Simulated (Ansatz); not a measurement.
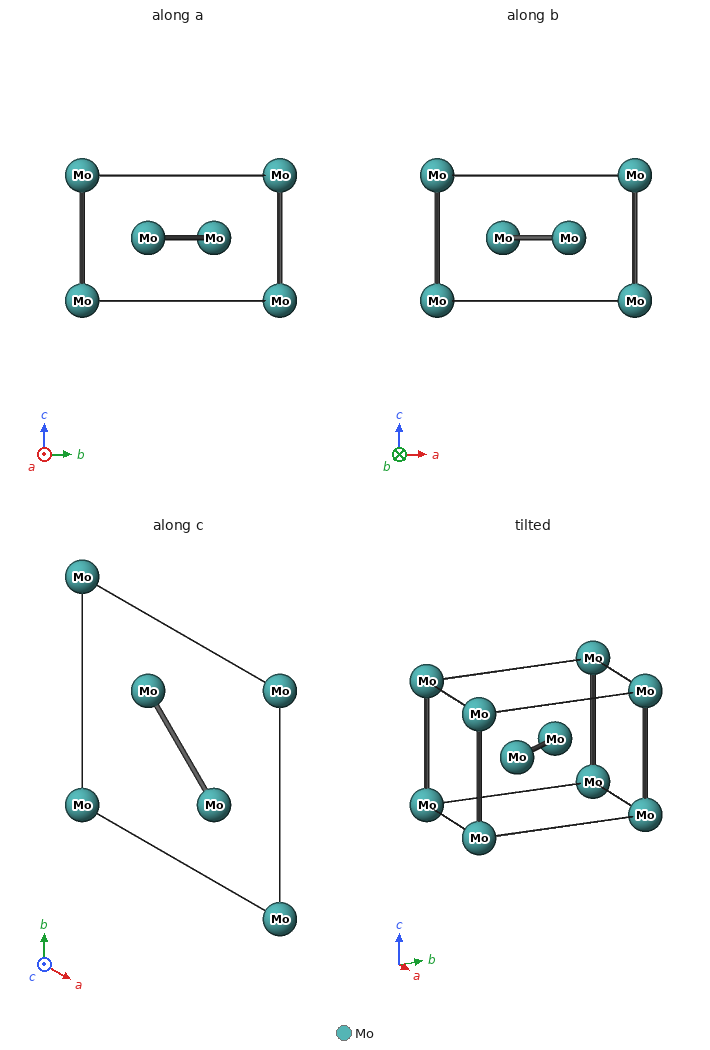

Shown here is a ball-and-stick view of the crystal, taken along the a axis, along the b axis, along the c axis and slightly off an axis. The edges of the conventional unit cell are marked.

Lattice parameters: a = 4.558 Å, b = 4.558 Å, c = 2.502 Å, α = 90.00°, β = 90.00°, γ = 120.00°. Put a along x and b in the xy plane.

### Write down what is shown as a POSCAR file.

```
Mo
1.0
     4.558    0.000    0.000
    -2.279    3.947    0.000
     0.000    0.000    2.502
Mo
3
Direct
  0.0000 0.0000 0.0000
  0.3333 0.6667 0.5000
  0.6667 0.3333 0.5000
```

The structure comes from a structure type filled with this element by a generator (whether the element takes this form wasn't checked). Earlier steps of the study may have refined or changed the cell and positions. Ansatz was used for an electronic-structure calculation on it.

At this level of theory the cell isn't at rest (compressed, at 11 GPa), so its distances can differ from those at equilibrium, the more so the softer the solid.
